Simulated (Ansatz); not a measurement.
A series of calculations on ZnS

**1. Scan**

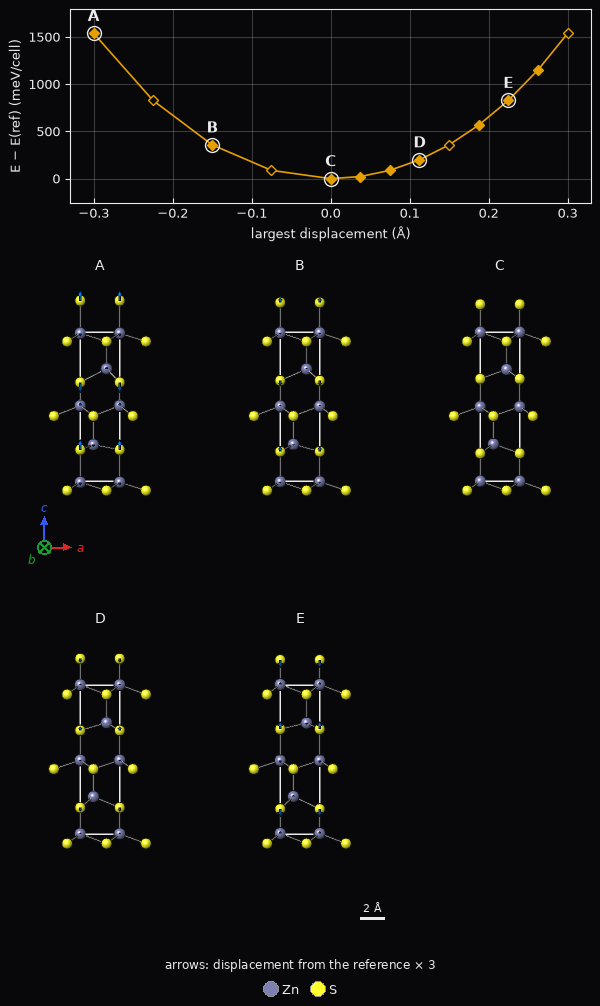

Energy scan for crystalline ZnS (P6_3mc), in which a normal mode at the zone centre is frozen in with the cell fixed, the amplitude being the largest displacement of an atom. The lettered frames are marked on the plot. Hollow markers are points alike by symmetry, not computed again. A ball-and-stick model of the cell of the calculation, repeated 1 × 1 × 1 with one cell outlined, seen along the b axis. Blue arrows: displacements from the reference.

Method: DFT PBE, scalar-relativistic, plane waves, PAW (Ansatz). Set-up: plane-wave cutoff 420 eV; k-point mesh 12 × 12 × 2; occupations gaussian; smearing width 0.05 eV; no spin polarisation. Energies (free energies at the smearing named) are counted from the relaxed crystal.

**Describe the profile.**

The harmonic wavenumber of the mode is 322 cm⁻¹, a stable vibration. The lowest computed point lies at the amplitude 0.00 Å (0 meV/cell). The well is symmetric. At the highest point the shortest interatomic distance is 1.97 Å, against 2.36 Å in the reference. The distortion takes the space group from P6_3mc to P3m1.

**2. Scan**

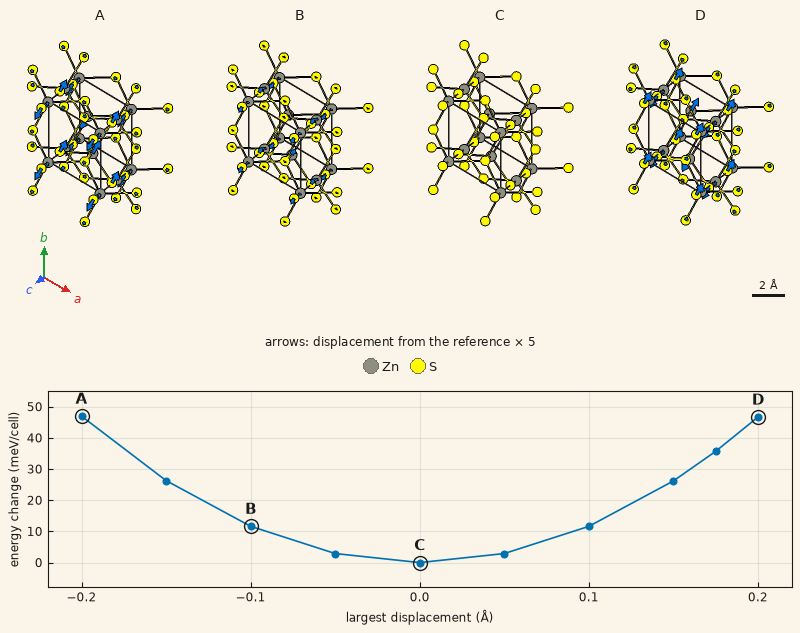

Energy scan for a crystal of ZnS (P6_3mc), in which a normal mode at the zone centre (one arbitrary combination within a set of 2 degenerate modes) is frozen in with the cell fixed, the amplitude being the largest displacement of an atom. The lettered frames are marked on the plot. A ball-and-stick model of the cell of the calculation, repeated 1 × 1 × 1 with one cell outlined, seen along the c axis, with a slight tilt. Blue arrows: displacements from the reference.

Level of theory: Ansatz, DFT PBE, scalar-relativistic, plane waves, PAW. Set-up: plane-wave cutoff 420 eV; k-point mesh 12 × 12 × 2; occupations gaussian; smearing width 0.05 eV; no spin polarisation. Energies (free energies at the smearing named) are counted from the relaxed crystal.

Describe the profile.

The harmonic wavenumber of the mode is 56 cm⁻¹, a stable vibration. Of the computed points the lowest is at the amplitude 0.00 Å, 0.0 meV/cell. At the ends of the scan the energy is 47.0 meV/cell (−0.20 Å) and 46.7 meV/cell (0.20 Å). The well is symmetric.

The computed points:

| largest displacement (Å) | energy change (meV/cell) |
| --- | --- |
| −0.200 | 47.0 |
| −0.150 | 26.3 |
| −0.100 | 11.7 |
| −0.050 | 2.9 |
| 0.000 | 0.0 |
| 0.050 | 2.9 |
| 0.100 | 11.6 |
| 0.150 | 26.2 |
| 0.175 | 35.7 |
| 0.200 | 46.7 |

**3. Softest mode**

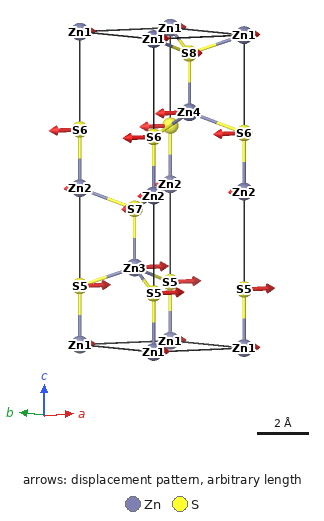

The lowest optical mode of a crystal of ZnS, space group P6₃mc (No. 186), at the zone centre. Displacements are drawn as red arrows; their common scale and sign are arbitrary. A ball-and-stick model of the cell of the calculation, seen from a free direction.

The calculation used DFT PBE, scalar-relativistic, plane waves, PAW (Ansatz).

Input file:
```yaml
crystal:
  lattice:
    - [3.8467234434, 0.0, 0.0]
    - [-1.9233617217, 3.3313602233, 0.0]
    - [0.0, 0.0, 12.5902250239]
  atoms:
    - { symbol: Zn, position: [0.0, 0.0, 5.03469e-05] }
    - { symbol: Zn, position: [0.0, 0.0, 0.5000503469] }
    - { symbol: Zn, position: [0.3333333333, 0.6666666667, 0.2500245137] }
    - { symbol: Zn, position: [0.6666666667, 0.3333333333, 0.7500245137] }
    - { symbol: S, position: [0.0, 0.0, 0.1872896978] }
    - { symbol: S, position: [0.0, 0.0, 0.6872896978] }
    - { symbol: S, position: [0.3333333333, 0.6666666667, 0.4376354415] }
    - { symbol: S, position: [0.6666666667, 0.3333333333, 0.9376354415] }
basis:
  ecutwfc: 420
kpoints:
  mp_grid: { grid: [12, 12, 2] }
hamiltonian:
  xc: pbe
scf:
  occupations: { method: gaussian, width: 0.05 }
output:
  eigenvalues: true
phonons:
  method: fd
  supercell: [1, 1, 1]
  amplitude: 0.02
  eigenvectors: true
  dielectric: false
```

Command:
```bash
ansatz run input.yaml --threads 2 --pin off --max-ram 5120MiB --backend cpu --events-out ev --progress --plain --runs-dir out
```

Frequencies are those without the non-analytic (LO–TO) term.

Is this crystal at a minimum with respect to the drawn distortion?

Answer. Yes: this softest mode has a real frequency, and so have all others here. That speaks for this wave vector alone: the rest of the zone wasn't checked in this run. This is the E₂ mode (doubly degenerate; one member of the set is drawn) at 1.67 THz, the lowest optical level, Raman-active by symmetry. All motion is along a; atoms of one kind move against one another, with no net shift of any sublattice; it mainly bends the S–Zn bonds; the kinetic energy is shared as Zn 72 %, S 28 %.
